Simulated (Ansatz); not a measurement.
**Geometry relaxation of Mo (part 2 of 2)**

Mo (2 atoms in the cell); DFT r2SCAN, scalar-relativistic, plane waves, PAW, no spin polarisation (Ansatz 0.2.0); cutoff 500 eV, 12×12×4 k-mesh, Gaussian smearing of 0.1 eV. The structure was made by swapping elements on the sites of another compound; it need not be a known phase. It belongs to a series of runs on one base structure; here: Ru -> Mo on all its sites, cell and atoms relaxed.

Geometry of the input (Å; fractional positions):
```
2.8031  0.0000  0.0000
-1.4016  2.4276  0.0000
0.0000  0.0000  4.4248
Mo 0.3333  0.6667  0.2500
Mo 0.6667  0.3333  0.7500
```

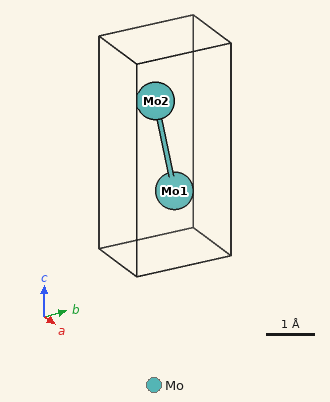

Fig. 1: The geometry at step 4 of the log (ball-and-stick view of the cell of the calculation, seen slightly off an axis; atoms are numbered from 1 in the order of the input).

**Log, continued**
```
SCF iter   1: F=—  HF=-9933.368790 eV  |F-HF|=—  |Δ(HF+E_count)|=         —  Δρ=6.01e-3  dr2=1.08e-2  dr2_τ=4.79e-1  ethr=3.67e-5  ⟨swp⟩=1.9  Hψ=6261  notcnv=0
preconditioner: auto → Kerker (q_TF=auto, 2.632 Å⁻¹)  [metal: Δε(μ)=0.000 eV  Ē_g=4.165 eV  σ=0.100 eV  W_gap=0.00  n_scr=10 (ndim 8)  ℏωp=21.8 eV  f_vac=0.000  D(μ)=2.35/eV (n_scr^D=22)]
SCF iter   2: F=—  HF=-9934.054334 eV  |F-HF|=—  |Δ(HF+E_count)|=   6.86e-1  Δρ=4.67e-3  dr2=3.05e-3  dr2_τ=1.58e-3  ethr=3.67e-5  ⟨swp⟩=2.0  Hψ=2054  notcnv=0
SCF iter   3: F=—  HF=-9934.055621 eV  |F-HF|=—  |Δ(HF+E_count)|=   1.29e-3  Δρ=2.85e-3  dr2=1.08e-3  dr2_τ=2.75e-4  ethr=1.09e-5  ⟨swp⟩=1.8  Hψ=1366  notcnv=0
SCF iter   4: F=—  HF=-9934.056945 eV  |F-HF|=—  |Δ(HF+E_count)|=   1.32e-3  Δρ=6.56e-4  dr2=1.62e-4  dr2_τ=1.54e-5  ethr=3.86e-6  ⟨swp⟩=2.0  Hψ=1725  notcnv=0
SCF iter   5: F=—  HF=-9934.056915 eV  |F-HF|=—  |Δ(HF+E_count)|=   2.94e-5  Δρ=3.19e-4  dr2=3.15e-5  dr2_τ=2.67e-6  ethr=5.78e-7  ⟨swp⟩=2.9  Hψ=1775  notcnv=0
SCF iter   6: F=—  HF=-9934.056907 eV  |F-HF|=—  |Δ(HF+E_count)|=   8.14e-6  Δρ=1.38e-4  dr2=5.71e-6  dr2_τ=5.94e-7  ethr=1.13e-7  ⟨swp⟩=2.2  Hψ=1393  notcnv=0
SCF iter   7: F=-9934.056906 eV  HF=-9934.056906 eV  |F-HF|=1.06e-7  |Δ(HF+E_count)|=   1.46e-6  Δρ=2.45e-5  dr2=1.74e-7  dr2_τ=1.45e-8  ethr=7.14e-10  ⟨swp⟩=3.0  Hψ=4269  notcnv=0
SCF 7 converged in 7 iterations: F = -9934.056906 eV  dr2 = 1.74e-7
relax step   7: F+E_penalty+E_count = -9934.05690573 eV  Δ(F+E_penalty+E_count) = +1.512e-1 eV  max|allowed force component| = 1.850e-17 eV/Å  Δτ_max = 0.0000 Å  P = -18.027 GPa  Ω = 34.762 Å³  energy of the carried Pulay correction = -2.042e-3 eV  (7 SCF iters, dr2 threshold 2.00e-7 eV, rejected (line search))
Crystal: 2 atoms, lattice volume = 31.872 Å³
Basis set: ecut = 500 eV, 787 PW (Γ), exchange–correlation on 96×96×144 points (64 copies of the dense FFT grid, shifted against one another)
iter 1 solved again at ethr=8.26e-6 eV; its pass at ethr=3.10e-3 eV (dr2=2.31e-3 eV) is discarded
SCF iter   1: F=—  HF=-9933.935338 eV  |F-HF|=—  |Δ(HF+E_count)|=         —  Δρ=4.15e-3  dr2=2.31e-3  dr2_τ=2.53e-1  ethr=8.26e-6  ⟨swp⟩=1.8  Hψ=6744  notcnv=0
preconditioner: auto → Kerker (q_TF=auto, 2.670 Å⁻¹)  [metal: Δε(μ)=0.025 eV  Ē_g=4.736 eV  σ=0.100 eV  W_gap=0.14  n_scr=10 (ndim 8)  ℏωp=22.8 eV  f_vac=0.000  D(μ)=1.87/eV (n_scr^D=22)]
SCF iter   2: F=—  HF=-9934.230158 eV  |F-HF|=—  |Δ(HF+E_count)|=   2.95e-1  Δρ=2.99e-3  dr2=1.15e-3  dr2_τ=2.03e-4  ethr=8.26e-6  ⟨swp⟩=2.3  Hψ=2081  notcnv=0
SCF iter   3: F=—  HF=-9934.231918 eV  |F-HF|=—  |Δ(HF+E_count)|=   1.76e-3  Δρ=8.77e-4  dr2=1.57e-4  dr2_τ=4.70e-5  ethr=4.10e-6  ⟨swp⟩=2.3  Hψ=1717  notcnv=0
SCF iter   4: F=—  HF=-9934.231992 eV  |F-HF|=—  |Δ(HF+E_count)|=   7.33e-5  Δρ=1.73e-4  dr2=5.61e-6  dr2_τ=1.86e-6  ethr=5.59e-7  ⟨swp⟩=2.2  Hψ=1731  notcnv=0
SCF iter   5: F=—  HF=-9934.231994 eV  |F-HF|=—  |Δ(HF+E_count)|=   2.12e-6  Δρ=7.73e-5  dr2=6.76e-7  dr2_τ=2.05e-7  ethr=2.00e-8  ⟨swp⟩=2.0  Hψ=1376  notcnv=0
SCF iter   6: F=—  HF=-9934.231996 eV  |F-HF|=—  |Δ(HF+E_count)|=   1.76e-6  Δρ=2.61e-5  dr2=8.24e-8  dr2_τ=2.06e-8  ethr=2.41e-9  ⟨swp⟩=2.5  Hψ=1710  notcnv=0
SCF iter   7: F=—  HF=-9934.231996 eV  |F-HF|=—  |Δ(HF+E_count)|=   1.28e-7  Δρ=4.97e-6  dr2=2.82e-9  dr2_τ=7.46e-10  ethr=2.94e-10  ⟨swp⟩=2.4  Hψ=1702  notcnv=0
SCF iter   8: F=-9934.231996 eV  HF=-9934.231996 eV  |F-HF|=4.47e-10  |Δ(HF+E_count)|=   4.61e-9  Δρ=1.60e-6  dr2=2.84e-10  dr2_τ=8.24e-11  ethr=7.14e-12  ⟨swp⟩=4.1  Hψ=3542  notcnv=0
SCF 8 converged in 8 iterations: F = -9934.231996 eV  dr2 = 2.84e-10
relax step   8: F+E_penalty+E_count = -9934.23199574 eV  Δ(F+E_penalty+E_count) = -2.386e-2 eV  max|allowed force component| = 2.082e-17 eV/Å  Δτ_max = 0.0000 Å  P = +0.133 GPa  Ω = 31.872 Å³  energy of the carried Pulay correction = -7.639e-4 eV  (8 SCF iters, accepted)
Basis set: ecut = 500 eV, 787 PW (Γ), exchange–correlation on 80×80×160 points (64 copies of the dense FFT grid, shifted against one another)
Initial wavefunctions: pseudopotential atomic-orbital guess (no wavefunctions were taken with the density)
iter 1 solved again at ethr=4.86e-8 eV; its pass at ethr=3.10e-3 eV (dr2=1.36e-5 eV) is discarded
SCF iter   1: F=—  HF=-9934.233133 eV  |F-HF|=—  |Δ(HF+E_count)|=         —  Δρ=6.13e-4  dr2=8.52e-6  dr2_τ=5.12e-5  ethr=4.86e-8  ⟨swp⟩=3.6  Hψ=7633  notcnv=0
preconditioner: auto → Kerker (q_TF=auto, 2.670 Å⁻¹)  [metal: Δε(μ)=0.025 eV  Ē_g=4.705 eV  σ=0.100 eV  W_gap=0.14  n_scr=10 (ndim 8)  ℏωp=22.8 eV  f_vac=0.000  D(μ)=1.82/eV (n_scr^D=22)]
SCF iter   2: F=—  HF=-9934.233273 eV  |F-HF|=—  |Δ(HF+E_count)|=   1.40e-4  Δρ=3.17e-4  dr2=2.20e-6  dr2_τ=1.18e-5  ethr=3.04e-8  ⟨swp⟩=2.0  Hψ=1341  notcnv=0
SCF iter   3: F=—  HF=-9934.233336 eV  |F-HF|=—  |Δ(HF+E_count)|=   6.22e-5  Δρ=2.60e-5  dr2=7.02e-8  dr2_τ=2.25e-8  ethr=7.87e-9  ⟨swp⟩=2.1  Hψ=1688  notcnv=0
SCF iter   4: F=—  HF=-9934.233336 eV  |F-HF|=—  |Δ(HF+E_count)|=   8.90e-8  Δρ=3.96e-6  dr2=2.27e-9  dr2_τ=1.34e-9  ethr=2.51e-10  ⟨swp⟩=2.1  Hψ=1811  notcnv=0
SCF iter   5: F=-9934.233336 eV  HF=-9934.233336 eV  |F-HF|=8.91e-11  |Δ(HF+E_count)|=   1.96e-9  Δρ=6.97e-7  dr2=8.66e-11  dr2_τ=1.63e-11  ethr=7.14e-12  ⟨swp⟩=4.0  Hψ=3462  notcnv=0
SCF 9 converged in 5 iterations: F = -9934.233336 eV  dr2 = 8.66e-11
relax step   9: F+E_penalty+E_count = -9934.23333572 eV  Δ(F+E_penalty+E_count) = -1.340e-3 eV  max|allowed force component| = 1.850e-17 eV/Å  Δτ_max = 0.0000 Å  P = +0.150 GPa  Ω = 31.872 Å³  stress off target by 4.14e-1 GPa  SCF on the basis re-selected at this cell (its energy is not comparable with the rows above)  (5 SCF iters)
```

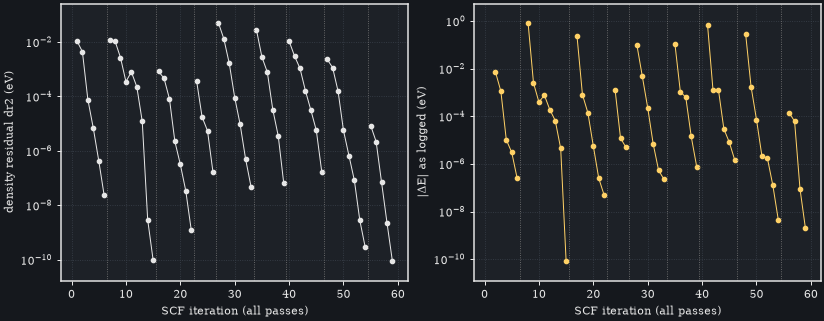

Fig. 2: Convergence of the self-consistent field: density residual dr2 and size of the energy change against the SCF iteration. The dotted lines part the SCF passes of the relaxation: geometry steps, rejected trials and re-solves on a re-selected basis. The 9 passes take 4 to 9 iterations each, 59 in all.

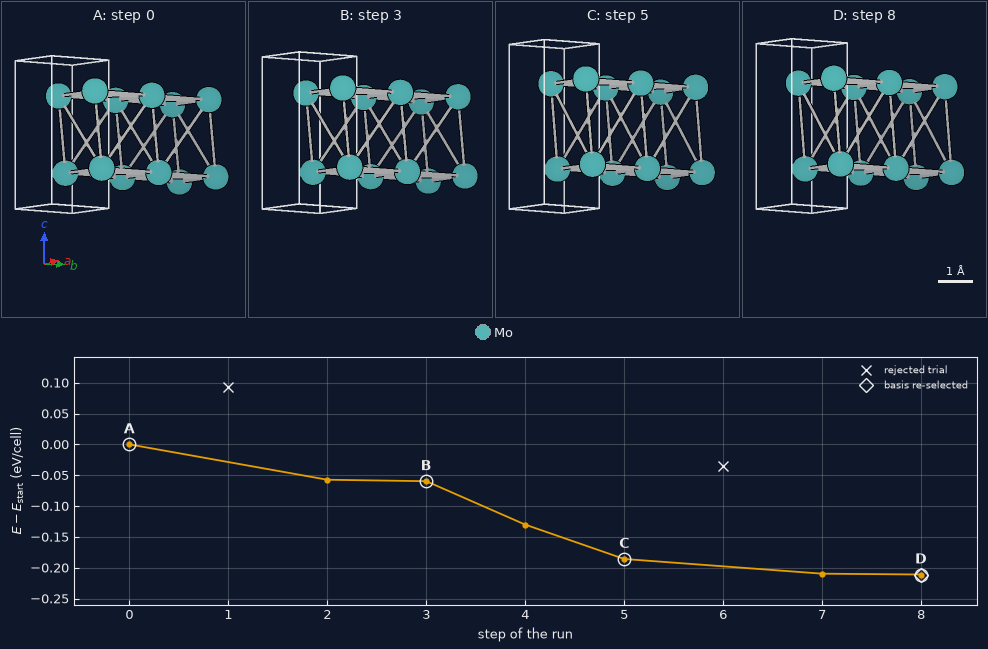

Fig. 3: Frames of the relaxation (ball-and-stick view of the cell of the calculation, repeated 2 × 3 × 1, seen at an oblique angle) above the curves, on which the letters mark them (the first geometry is step 0 here and step 1 in the log).

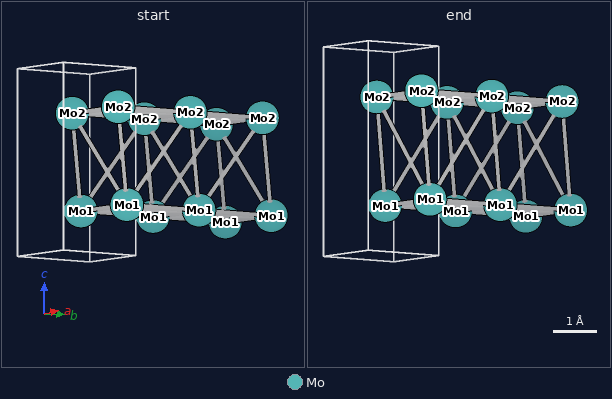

Fig. 4: Before (left) and after (right) the relaxation, at one scale (ball-and-stick view of the cell of the calculation, repeated 2 × 3 × 1, seen at an oblique angle). After 7 geometry steps the energy has fallen by 0.210 eV per cell of the calculation. All forces vanish by symmetry, so only the cell relaxes. The pressure goes from 12.87 to 0.15 GPa. The line search rejected the trial steps at points 1, 6 (counted from 0) and went back. The atoms keep their places relative to the cell (all moves are under 0.005 Å). The volume changes by +5.9 %, with a = b 2.803 → 2.730 Å (−2.6 %), c 4.425 → 4.937 Å (+11.6 %). Among the contacts that change: Mo1–Mo2 2.741 → 2.929 Å, Mo1–Mo1 2.803 → 2.730 Å. The space group stays P6_3/mmc (No. 194). A last SCF at the same geometry on a re-selected plane-wave basis shifts the energy by −1.3 meV per cell of the calculation. (Atoms are counted from 1 in the order of the input.)

```
basis re-selected at this cell: Δ(F+E_penalty+E_count) = -1.340e-3 eV, ΔP = +0.017 GPa vs the last step (what re-selecting the basis moved, of the pressure what is left beyond the Pulay correction that the steps carried, after the strain that the cell walked since its last selection, with what the two solves' SCF thresholds leave and, on support functions, any second-order correction that the steps lacked; it is no measure of the basis error at this ecutwfc). The dense FFT grid was sized anew with the basis: this SCF ran on 20×20×40 points, the steps before it on 24×24×36, so part of this shift can come from that change (see relax.cell in the input reference). This SCF's stress stands 4.14e-1 GPa from its target on what of the cell is left free (relax.cell.stress_tol is 5.00e-1 GPa) and its largest allowed force component is 1.85e-17 eV/Å (relax.f_tol is 5.00e-2 eV/Å): within both
SCF converged after 5 iterations
Free energy (F): -9934.233336 eV
Harris-Foulkes:  -9934.233336 eV  (|F-HF|=8.91e-11)
Internal energy: -9934.224215 eV  (E = F + TS)
E sigma→0 (E₀):  -9934.228775 eV
Entropy (-TS):   -0.009121 eV (-4.560 meV/atom)
Fermi energy:    20.340419 eV
--- Per-component energies (eV) ---
  E_band       = -144.523554
  E_kinetic    = 880.412066
  E_local      = -1606.166763  (includes V_loc(G=0)·N_el)
  E_nonlocal   = 285.830260
  E_hartree    = 531.485442
  E_xc         = -356.571424
  E_vxc        = -512.164212  (∫ρ·V_xc dr)
  E_paw        = -6434.746778  (= ΣΔE_a)
  E_vpaw       = -289.509871  (= ΣTr[D̂ρ^β])
  E_aug_tail   = 0.000006  (compensation charges beyond the density's cutoff)
  E_vtau       = 34.104027  (kinetic-family band-sum trace: ∫τ·v_τ [+ j·A + Jᵃ·Aᵃ] dr)
  E_ewald      = -3234.024617
  E_core_change = -0.442407  (= ΣΔE_core)
  E_smearing   = -0.009121  (= −TS)
  E_closure    = 0.000000  (closes the sum)
  Σ components = -9934.233336   (vs F -9934.233336, Δ=0.00e0)
--- Forces (eV/Å), atoms counted from 1 ---
  atom   1  Mo    -0.00000000    -0.00000000    -0.00000000
  atom   2  Mo     0.00000000     0.00000000     0.00000000
  max |Σ_I F_I| component: 4.63e-18 eV/Å
--- Stress (GPa, compression-positive) ---
        0.018178       0.000000      -0.000000
        0.000000       0.018178       0.000000
       -0.000000       0.000000       0.413571
  P = ⅓ Tr σ = 0.1500 GPa (1.500 kbar)
--- Band table (eV; the first three rows and the last of 57) ---
  k-point 0: bands = ["-42.5330", "-42.3680", "-16.3590", "-15.2573", "-15.0241", "-15.0241", "-14.9232", "-14.9232", "13.0480", "15.2400", "18.2583", "19.6397", "19.6397", "20.1236", "20.1236", "20.6212", "22.0804", "22.0804"]
  k-point 1: bands = ["-42.5092", "-42.3925", "-16.2051", "-15.4268", "-15.0094", "-15.0094", "-14.9380", "-14.9380", "13.6043", "15.2571", "18.0884", "19.4576", "19.6083", "19.6083", "19.9616", "19.9616", "22.4888", "22.4888"]
  k-point 2: bands = ["-42.4512", "-42.4512", "-15.8237", "-15.8237", "-14.9738", "-14.9738", "-14.9738", "-14.9738", "14.7815", "14.7815", "18.1115", "18.1115", "19.6973", "19.6973", "19.6973", "19.6973", "23.2887", "23.2887"]
  k-point 56: bands = ["-42.1727", "-42.1727", "-16.1279", "-16.1279", "-15.9914", "-15.9914", "-15.4170", "-15.4170", "17.1042", "17.1042", "17.5935", "17.5935", "19.0660", "19.0660", "20.6889", "20.6889", "23.8790", "23.8790"]
--- Relaxed structure (8 steps of the walk, 6 accepted, 1 SCFs on fresh bases) ---
  F+E_penalty+E_count = -9934.23333572 eV   max|allowed force component| = 1.850e-17 eV/Å   (the final SCF, on the basis selected at the relaxed cell)
  cell:  # Å, volume = 31.8724 Å³
    - [2.7303123372809655, -6.507488416726416e-33, -1.7353302444603777e-33]
    - [-1.3651561686404827, 2.3645198443513826, 4.0326733087992626e-18]
    - [-3.4696757844321e-33, 7.350329808014816e-18, 4.936964648142653]
  atoms:
    - { symbol: Mo, position: [0.3333333333333333, 0.6666666666666666, 0.25] }
    - { symbol: Mo, position: [0.6666666666666666, 0.3333333333333333, 0.75] }
```

**Trajectory as extended XYZ (Å, eV, eV/Å), 9 frames, from step=1 to step=9**
```
2
Lattice="2.8031 0.0000 0.0000 -1.4016 2.4276 0.0000 0.0000 0.0000 4.4248" Properties=species:S:1:pos:R:3:forces:R:3 step=1 energy=-9934.02233 pressure_GPa=12.87
Mo    0.0000    1.6184    1.1062    0.0000   0.0000   0.0000
Mo    1.4016    0.8092    3.3186    0.0000   0.0000   0.0000
2
Lattice="2.9191 0.0000 0.0000 -1.4596 2.5280 0.0000 0.0000 0.0000 4.6332" Properties=species:S:1:pos:R:3:forces:R:3 step=2 energy=-9933.92856 pressure_GPa=-16.94 accepted=F
Mo    0.0000    1.6854    1.1583    0.0000   0.0000   0.0000
Mo    1.4596    0.8427    3.4749    0.0000   0.0000   0.0000
2
Lattice="2.8433 0.0000 0.0000 -1.4216 2.4624 0.0000 0.0000 0.0000 4.5270" Properties=species:S:1:pos:R:3:forces:R:3 step=3 energy=-9934.07963 pressure_GPa=-1.10
Mo    0.0000    1.6416    1.1317    0.0000   0.0000   0.0000
Mo    1.4216    0.8208    3.3952    0.0000   0.0000   0.0000
2
Lattice="2.8347 0.0000 0.0000 -1.4174 2.4549 0.0000 0.0000 0.0000 4.5393" Properties=species:S:1:pos:R:3:forces:R:3 step=4 energy=-9934.08203 pressure_GPa=-0.25
Mo    0.0000    1.6366    1.1348    0.0000   0.0000   0.0000
Mo    1.4174    0.8183    3.4045    0.0000   0.0000   0.0000
2
Lattice="2.7590 0.0000 0.0000 -1.3795 2.3894 0.0000 0.0000 0.0000 4.7012" Properties=species:S:1:pos:R:3:forces:R:3 step=5 energy=-9934.15242 pressure_GPa=6.17
Mo    0.0000    1.5929    1.1753    0.0000   0.0000   0.0000
Mo    1.3795    0.7965    3.5259    0.0000   0.0000   0.0000
2
Lattice="2.6979 0.0000 0.0000 -1.3489 2.3364 0.0000 0.0000 0.0000 4.9139" Properties=species:S:1:pos:R:3:forces:R:3 step=6 energy=-9934.20814 pressure_GPa=8.11
Mo    0.0000    1.5576    1.2285    0.0000   0.0000   0.0000
Mo    1.3489    0.7788    3.6855    0.0000   0.0000   0.0000
2
Lattice="2.8033 0.0000 0.0000 -1.4016 2.4277 0.0000 0.0000 0.0000 5.1079" Properties=species:S:1:pos:R:3:forces:R:3 step=7 energy=-9934.05691 pressure_GPa=-18.03 accepted=F
Mo    0.0000    1.6185    1.2770    0.0000   0.0000   0.0000
Mo    1.4016    0.8092    3.8309    0.0000   0.0000   0.0000
2
Lattice="2.7303 0.0000 0.0000 -1.3652 2.3645 0.0000 0.0000 0.0000 4.9370" Properties=species:S:1:pos:R:3:forces:R:3 step=8 energy=-9934.23200 pressure_GPa=0.13
Mo    0.0000    1.5763    1.2342    0.0000   0.0000   0.0000
Mo    1.3652    0.7882    3.7027    0.0000   0.0000   0.0000
2
Lattice="2.7303 0.0000 0.0000 -1.3652 2.3645 0.0000 0.0000 0.0000 4.9370" Properties=species:S:1:pos:R:3:forces:R:3 step=9 energy=-9934.23334 pressure_GPa=0.15
Mo    0.0000    1.5763    1.2342    0.0000   0.0000   0.0000
Mo    1.3652    0.7882    3.7027    0.0000   0.0000   0.0000
```
